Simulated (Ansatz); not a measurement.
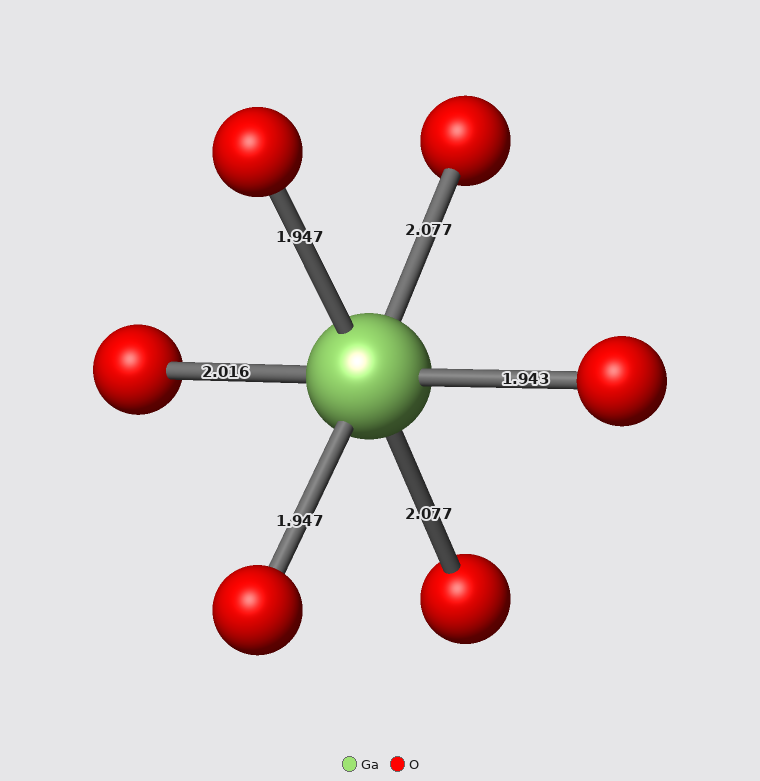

The surroundings of site Ga2 (at 0.159, 0.500, 0.314) in Ga2O3 (C2/m), with bond lengths in Å.

Source of the atomic positions: the geometry relaxed with DFT, PBEsol, plane waves, PAW in Ansatz.

```yaml
crystal:
  lattice:
    - [12.27831, 0.00000, 0.00000]
    - [0.00000, 3.04738, 0.00000]
    - [-1.37858, 0.00000, 5.64489]
  atoms:
    - { symbol: Ga, position: [0.09046, 0.00000, 0.79523] }
    - { symbol: Ga, position: [0.40954, 0.50000, 0.20477] }
    - { symbol: Ga, position: [0.15877, 0.50000, 0.31445] }
    - { symbol: Ga, position: [0.34123, 0.00000, 0.68555] }
    - { symbol: O, position: [0.16523, 0.00000, 0.10950] }
    - { symbol: O, position: [0.33477, 0.50000, 0.89050] }
    - { symbol: O, position: [0.17325, 0.00000, 0.56279] }
    - { symbol: O, position: [0.32675, 0.50000, 0.43721] }
    - { symbol: O, position: [0.49628, 0.00000, 0.25601] }
    - { symbol: O, position: [0.00372, 0.50000, 0.74399] }
    - { symbol: Ga, position: [0.59046, 0.50000, 0.79523] }
    - { symbol: Ga, position: [0.90954, 0.00000, 0.20477] }
    - { symbol: Ga, position: [0.65877, 0.00000, 0.31445] }
    - { symbol: Ga, position: [0.84123, 0.50000, 0.68555] }
    - { symbol: O, position: [0.66523, 0.50000, 0.10950] }
    - { symbol: O, position: [0.83477, 0.00000, 0.89050] }
    - { symbol: O, position: [0.67325, 0.50000, 0.56279] }
    - { symbol: O, position: [0.82675, 0.00000, 0.43721] }
    - { symbol: O, position: [0.99628, 0.50000, 0.25601] }
    - { symbol: O, position: [0.50372, 0.00000, 0.74399] }
```

Bond valence s = exp((R0 − d)/b), R0 fitted to published crystal structures with b = 0.37 Å; R0 in Å: Ga3+–O 1.718.

**Calculate the bond-valence sum of Ga2 from the bonds drawn.**

1 × 0.544 + 2 × 0.539 + 1 × 0.447 + 2 × 0.379 = 2.83 v.u., against a formal valence of 3: underbonded (bonds long for this ion) by 0.17.

**And over the whole structure?**

```tsv
site	x, y, z	formal valence	bond-valence sum	difference
Ga1	0.090, 0.000, 0.795	+3	2.93	-0.07
Ga2	0.159, 0.500, 0.314	+3	2.89	-0.11
O1	0.165, 0.000, 0.110	−2	1.87	-0.13
O2	0.173, 0.000, 0.563	−2	1.90	-0.10
O3	0.496, 0.000, 0.256	−2	2.04	0.04
```

These sums include all anions within 5 Å. The global instability index (root mean square of the differences over all atoms) is 0.09 v.u.: little strain.
